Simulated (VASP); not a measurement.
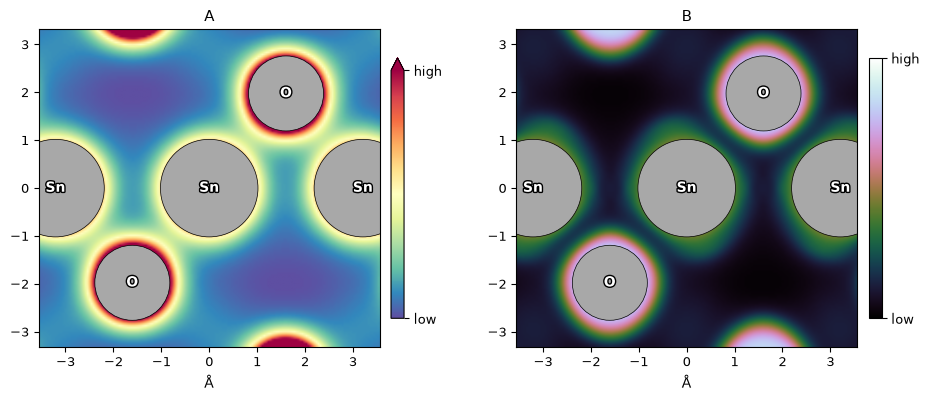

SnO: 2 fields on the (110) plane of the conventional cell, with unlabelled colour scales. Grey discs cover the atomic cores.

Space group P6₃/mmc; a generated structure, not necessarily the stable one.

Theory: VASP, Kohn-Sham DFT of a periodic cell, r2SCAN, VASP PAW PBE potentials, recommended.

### The panels show electron localisation function and valence pseudo-density in some order. Assign them.

Panel A: valence pseudo-density. Panel B: electron localisation function. From the grid: Sn–O (2.55 Å): ρ at the midpoint is about 0.27 e/Å³; the ELF is about 0.20 at the midpoint (no shared electron pair shows on this line).
